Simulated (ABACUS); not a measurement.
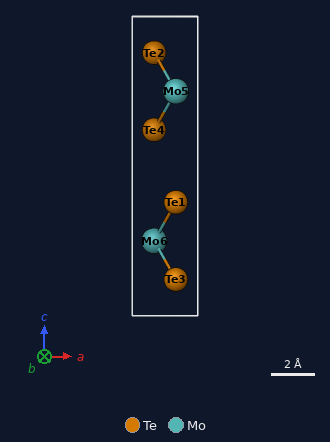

The structure as given in the input (ball-and-stick view of the cell of the calculation, along the b axis; atoms are numbered from 1 in the order of the input). An atom can appear more than once, as a periodic image. Near neighbours in the periodic cell (some may lie outside the picture): Te has 3 Mo at 2.72 Å; Mo has 6 Te at 2.72 Å.

**MoTe2: band-structure run (part 1 of 2)**

System: MoTe2 (P6₃/mmc, 6 atoms in the cell).
Method: Kohn-Sham DFT of a periodic cell, r2SCAN, SG15 ONCV 1.2 PBE, no spin polarisation (ABACUS 3.10.1).

The structure derives from an entry of the Crystallography Open Database. It belongs to a series of runs on one base structure; here: bands on the converged density.

## The input
```
INPUT_PARAMETERS
suffix              Te2Mo
calculation         nscf
basis_type          pw
pseudo_dir          ./
symmetry            -1
dft_functional      MGGA_X_R2SCAN+MGGA_C_R2SCAN
ecutwfc             96.0
pseudo_rcut         7
nspin               1
nbands              62
ks_solver           dav
smearing_method     fd
smearing_sigma      0.00367493
scf_thr             1e-08
scf_nmax            100
mixing_type         broyden
mixing_beta         0.7
mixing_tau          1
init_chg            file
pw_diag_thr         1e-07
out_band            1
kpar                4
```

## File STRU
```
ATOMIC_SPECIES
Te 127.6000 Te_ONCV_PBE-1.2.upf
Mo 95.9500 Mo_ONCV_PBE-1.2.upf

LATTICE_CONSTANT
1.8897261246

LATTICE_VECTORS
3.5182000000 0.0000000000 0.0000000000
-1.7591000000 3.0468505756 0.0000000000
0.0000000000 0.0000000000 13.9736000000

ATOMIC_POSITIONS
Direct

Te
0.0
4
0.6666666667 0.3333333333 0.3790000000 1 1 1
0.3333333333 0.6666666667 0.8790000000 1 1 1
0.6666666667 0.3333333333 0.1210000000 1 1 1
0.3333333333 0.6666666667 0.6210000000 1 1 1

Mo
0.0
2
0.6666666667 0.3333333333 0.7500000000 1 1 1
0.3333333333 0.6666666667 0.2500000000 1 1 1
```

## File KPT
```
K_POINTS
12
Line
0.00000000 0.00000000 0.00000000 6 // G
0.50000000 0.00000000 0.00000000 6 // M
0.33333333 0.33333333 0.00000000 6 // K
0.00000000 0.00000000 0.00000000 6 // G
0.00000000 0.00000000 0.50000000 6 // A
0.50000000 0.00000000 0.50000000 6 // L
0.33333333 0.33333333 0.50000000 6 // H
0.00000000 0.00000000 0.50000000 1 // A
0.50000000 0.00000000 0.50000000 6 // L
0.50000000 0.00000000 0.00000000 1 // M
0.33333333 0.33333333 0.00000000 6 // K
0.33333333 0.33333333 0.50000000 1 // H
```

Launched with:
```bash
OMP_NUM_THREADS=1 mpirun -np 4 abacus > log
```

## Log
```
ABACUS v3.10.1

               Atomic-orbital Based Ab-initio Computation at UStc

 ------------------------------------------------------------------------------------

 READING GENERAL INFORMATION
                           global_out_dir = OUT.Te2Mo/
                           global_in_card = INPUT
                               pseudo_dir = ./
                              orbital_dir =
                                    DSIZE = 4
                                    GSIZE = 1

 READING UNITCELL INFORMATION
                                    ntype = 2
                  lattice constant (Bohr) = 1.88973
              lattice constant (Angstrom) = 1

 READING ATOM TYPE 1
                               atom label = Te
                      L=0, number of zeta = 1
                      L=1, number of zeta = 1
                      L=2, number of zeta = 1
             number of atom for this type = 4

 READING ATOM TYPE 2
                               atom label = Mo
                      L=0, number of zeta = 1
                      L=1, number of zeta = 1
                      L=2, number of zeta = 1
             number of atom for this type = 2

                        TOTAL ATOM NUMBER = 6
DIRECT COORDINATES
    atom                   x                   y                   z     mag                  vx                  vy                  vz
taud_Te1            0.6666666667        0.3333333333        0.3790000000  0.0000        0.0000000000        0.0000000000        0.0000000000
taud_Te2            0.3333333333        0.6666666667        0.8790000000  0.0000        0.0000000000        0.0000000000        0.0000000000
taud_Te3            0.6666666667        0.3333333333        0.1210000000  0.0000        0.0000000000        0.0000000000        0.0000000000
taud_Te4            0.3333333333        0.6666666667        0.6210000000  0.0000        0.0000000000        0.0000000000        0.0000000000
taud_Mo1            0.6666666667        0.3333333333        0.7500000000  0.0000        0.0000000000        0.0000000000        0.0000000000
taud_Mo2            0.3333333333        0.6666666667        0.2500000000  0.0000        0.0000000000        0.0000000000        0.0000000000

                          Volume (Bohr^3) = 1010.83
                             Volume (A^3) = 149.789

 Lattice vectors: (Cartesian coordinate: in unit of a_0)
              +3.5182                  +0                  +0
              -1.7591            +3.04685                  +0
                   +0                  +0            +13.9736
 Reciprocal vectors: (Cartesian coordinate: in unit of 2 pi/a_0)
            +0.284236           +0.164104                  -0
                   -0           +0.328208                  -0
                   +0                  -0          +0.0715635
 The esolver type has been set to : ksdft_pw

                PAO radial cut off (Bohr) = 7

 Read in pseudopotential file is Te_ONCV_PBE-1.2.upf
                     pseudopotential type = NC
          exchange-correlation functional = PBE
                 nonlocal core correction = 0
                        valence electrons = 16
                                     lmax = 2
                           number of zeta = 0
                     number of projectors = 6
                           L of projector = 0
                           L of projector = 0
                           L of projector = 1
                           L of projector = 1
                           L of projector = 2
                           L of projector = 2
 XC functional updated to : MGGA_X_R2SCAN+MGGA_C_R2SCAN
          exchange-correlation functional = MGGA_X_R2SCAN+MGGA_C_R2SCAN
                PAO radial cut off (Bohr) = 7

 Read in pseudopotential file is Mo_ONCV_PBE-1.2.upf
                     pseudopotential type = NC
          exchange-correlation functional = PBE
                 nonlocal core correction = 0
                        valence electrons = 14
                                     lmax = 2
                           number of zeta = 0
                     number of projectors = 6
                           L of projector = 0
                           L of projector = 0
                           L of projector = 1
                           L of projector = 1
                           L of projector = 2
                           L of projector = 2
 XC functional updated to : MGGA_X_R2SCAN+MGGA_C_R2SCAN
          exchange-correlation functional = MGGA_X_R2SCAN+MGGA_C_R2SCAN
     initial pseudo atomic orbital number = 0

 SETUP THE ELECTRONS NUMBER
            electron number of element Te = 16
      total electron number of element Te = 64
            electron number of element Mo = 14
      total electron number of element Mo = 28
            AUTOSET number of electrons:  = 92
                           occupied bands = 46
                                   NBANDS = 62
                                   NLOCAL = 54

%%%%%%%%%%%%%%%%%%%%%%%%%%%%%%%%%%%%%%%%%%%%%%%%%%%%%%%%%%%%%%%%%%%%%%%%%%%%%%%%%%%%%%%%%%%%%%%%%%%%%%%%%%
 Warning: the number of valence electrons in pseudopotential > 6 for Te: [Kr] 4d10 5s2 5p4
 Warning: the number of valence electrons in pseudopotential > 6 for Mo: [Kr] 4d5 5s1
 Pseudopotentials with additional electrons can yield (more) accurate outcomes, but may be less efficient.
 If you're confident that your chosen pseudopotential is appropriate, you can safely ignore this warning.
%%%%%%%%%%%%%%%%%%%%%%%%%%%%%%%%%%%%%%%%%%%%%%%%%%%%%%%%%%%%%%%%%%%%%%%%%%%%%%%%%%%%%%%%%%%%%%%%%%%%%%%%%%

 SETUP THE PLANE WAVE BASIS
 energy cutoff for charge/potential (unit:Ry) = 384
            fft grid for charge/potential = [ 45, 45, 180 ]
                        fft grid division = [ 1, 1, 1 ]
        big fft grid for charge/potential = [ 45, 45, 180 ]
                                     nbxx = 364500
                                     nrxx = 364500

 SETUP PLANE WAVES FOR CHARGE/POTENTIAL
                    number of plane waves = 128355
                         number of sticks = 1159

 PARALLEL PW FOR CHARGE/POTENTIAL
     PROC   COLUMNS(POT)             PW
        1           1159         128355
 --------------- sum -------------------
        1           1159         128355
                            number of |g| = 5793
                                  max |g| = 34.7312
                                  min |g| = 0

----------- Double Check Mixing Parameters Begin ------------
mixing_type: broyden
mixing_beta: 0.7
mixing_gg0: 1
mixing_gg0_min: 0.1
mixing_ndim: 8
----------- Double Check Mixing Parameters End ------------

 SETUP K-POINTS
                                    nspin = 1
                                   nkstot = 57
K-POINTS DIRECT COORDINATES
 KPOINTS    DIRECT_X    DIRECT_Y    DIRECT_Z  WEIGHT
       1  0.00000000  0.00000000  0.00000000  1.0000
       2  0.08333333  0.00000000  0.00000000  1.0000
       3  0.16666667  0.00000000  0.00000000  1.0000
       4  0.25000000  0.00000000  0.00000000  1.0000
       5  0.33333333  0.00000000  0.00000000  1.0000
       6  0.41666667  0.00000000  0.00000000  1.0000
       7  0.50000000  0.00000000  0.00000000  1.0000
       8  0.47222222  0.05555555  0.00000000  1.0000
       9  0.44444444  0.11111111  0.00000000  1.0000
      10  0.41666666  0.16666666  0.00000000  1.0000
      11  0.38888889  0.22222222  0.00000000  1.0000
      12  0.36111111  0.27777778  0.00000000  1.0000
      13  0.33333333  0.33333333  0.00000000  1.0000
      14  0.27777778  0.27777778  0.00000000  1.0000
      15  0.22222222  0.22222222  0.00000000  1.0000
      16  0.16666666  0.16666666  0.00000000  1.0000
      17  0.11111111  0.11111111  0.00000000  1.0000
      18  0.05555555  0.05555555  0.00000000  1.0000
      19  0.00000000  0.00000000  0.00000000  1.0000
      20  0.00000000  0.00000000  0.08333333  1.0000
      21  0.00000000  0.00000000  0.16666667  1.0000
      22  0.00000000  0.00000000  0.25000000  1.0000
      23  0.00000000  0.00000000  0.33333333  1.0000
      24  0.00000000  0.00000000  0.41666667  1.0000
      25  0.00000000  0.00000000  0.50000000  1.0000
      26  0.08333333  0.00000000  0.50000000  1.0000
      27  0.16666667  0.00000000  0.50000000  1.0000
      28  0.25000000  0.00000000  0.50000000  1.0000
      29  0.33333333  0.00000000  0.50000000  1.0000
      30  0.41666667  0.00000000  0.50000000  1.0000
[... 27 further k points ...]

           k-point number in this process = 15
       minimum distributed K point number = 14

[... K-POINTS CARTESIAN COORDINATES: 15 rows ...]

[... K-POINTS DIRECT COORDINATES: 15 rows ...]

 SETUP PLANE WAVES FOR WAVE FUNCTIONS
     energy cutoff for wavefunc (unit:Ry) = 96
              fft grid for wave functions = [ 45, 45, 180 ]
                    number of plane waves = 19227
                         number of sticks = 337

 PARALLEL PW FOR WAVE FUNCTIONS
     PROC   COLUMNS(POT)             PW
        1            337          19227
 --------------- sum -------------------
        1            337          19227

 SETUP NONLOCAL PSEUDOPOTENTIALS IN PLANE WAVE BASIS
 Te non-local projectors:
 projector 1 L=0
 projector 2 L=0
 projector 3 L=1
 projector 4 L=1
 projector 5 L=2
 projector 6 L=2
 Mo non-local projectors:
 projector 1 L=0
 projector 2 L=0
 projector 3 L=1
 projector 4 L=1
 projector 5 L=2
 projector 6 L=2
      TOTAL NUMBER OF NONLOCAL PROJECTORS = 108

 Init Non-Local PseudoPotential table :
 Init Non-Local-Pseudopotential done.

                                     npwx = 16098

 -------------------------------------------
 NONSELF-CONSISTENT
 -------------------------------------------

                                 init_chg = file
 try to read charge from file
 Read in the charge density: OUT.Te2Mo//Te2Mo-CHARGE-DENSITY.restart
 try to read kinetic energy density from file
 Read in the kinetic energy density: OUT.Te2Mo//Te2Mo-TAU-DENSITY.restart

 PW ALGORITHM --------------- ION=   1  ELEC=   1--------------------------------

 k(1/57) Iter steps (avg)=27 threshold=1e-07

 k(2/57) Iter steps (avg)=23 threshold=1e-07
 k(3/57) Iter steps (avg)=22 threshold=1e-07
 k(4/57) Iter steps (avg)=18 threshold=1e-07
 k(5/57) Iter steps (avg)=17 threshold=1e-07
 k(6/57) Iter steps (avg)=16 threshold=1e-07
 k(7/57) Iter steps (avg)=16 threshold=1e-07
 k(8/57) Iter steps (avg)=17 threshold=1e-07
 k(9/57) Iter steps (avg)=17 threshold=1e-07
 k(10/57) Iter steps (avg)=19 threshold=1e-07
 k(11/57) Iter steps (avg)=22 threshold=1e-07
 k(12/57) Iter steps (avg)=23 threshold=1e-07
 k(13/57) Iter steps (avg)=18 threshold=1e-07
 k(14/57) Iter steps (avg)=20 threshold=1e-07
 k(15/57) Iter steps (avg)=19 threshold=1e-07
[... levels at 15 k points of this process ...]

 Density error is 0.00000000000
                          Error Threshold = 1.00000000000e-07
----------------------------------------------------------
     Energy           Rydberg                 eV
----------------------------------------------------------
 E_KohnSham     -970.1362763860      -13199.3811953525
 E_KS(sigma->0) -970.1362757527      -13199.3811867356
 E_Harris       -970.1362763860      -13199.3811953525
 E_band         -81.2278839528       -1105.1620582406
 E_one_elec     -425.7687281791      -5792.8807334485
 E_Hartree      242.7663666367       3303.0058690161
 E_xc           -102.3748548864      -1392.8813583784
 E_Ewald        -684.7590586906      -9316.6249553079
 E_entropy(-TS) -0.0000012666        -0.0000172336
 E_descf        0.0000000000         0.0000000000
 E_exx          0.0000000000         0.0000000000
 E_Fermi        1.0018211011         13.6304753513
----------------------------------------------------------

 charge density convergence is achieved
 final etot is -13199.381195 eV
 EFERMI = 13.630475351 eV

 STATE ENERGY(eV) AND OCCUPATIONS    NSPIN == 1
 1/15 kpoint (Cartesian) = 0.0000 0.0000 0.0000 (16061 pws)
       1       -50.2056      0.0350877
       2       -50.2056      0.0350877
       3       -23.4321      0.0350877
       4       -23.4321      0.0350877
       5       -23.4320      0.0350877
       6       -23.4320      0.0350877
       7       -23.3656      0.0350877
       8       -23.3656      0.0350877
       9       -23.1696      0.0350877
      10       -23.1696      0.0350877
      11       -23.1693      0.0350877
      12       -23.1693      0.0350877
      13       -23.1351      0.0350877
      14       -23.1351      0.0350877
      15       -23.1338      0.0350877
      16       -23.1338      0.0350877
      17       -23.1006      0.0350877
      18       -23.1006      0.0350877
      19       -23.0987      0.0350877
      20       -23.0987      0.0350877
      21       -23.0909      0.0350877
      22       -23.0892      0.0350877
      23       -23.0783      0.0350877
      24       -23.0765      0.0350877
      25       -22.9560      0.0350877
      26       -22.9560      0.0350877
      27       -22.9557      0.0350877
      28       -22.9557      0.0350877
      29      -0.630126      0.0350877
      30      -0.321722      0.0350877
      31       0.285481      0.0350877
      32       0.770511      0.0350877
      33        6.99804      0.0350877
      34        8.31679      0.0350877
      35        9.89983      0.0350877
      36        11.1886      0.0350877
      37        11.1886      0.0350877
      38        11.2065      0.0350877
      39        11.2065      0.0350877
      40        12.0128      0.0350877
      41        12.0128      0.0350877
      42        12.0524      0.0350877
      43        12.0524      0.0350877
      44        12.1363      0.0350877
      45        12.6553      0.0350877
      46        13.1466      0.0350855
      47        16.0876    1.59503e-23
```
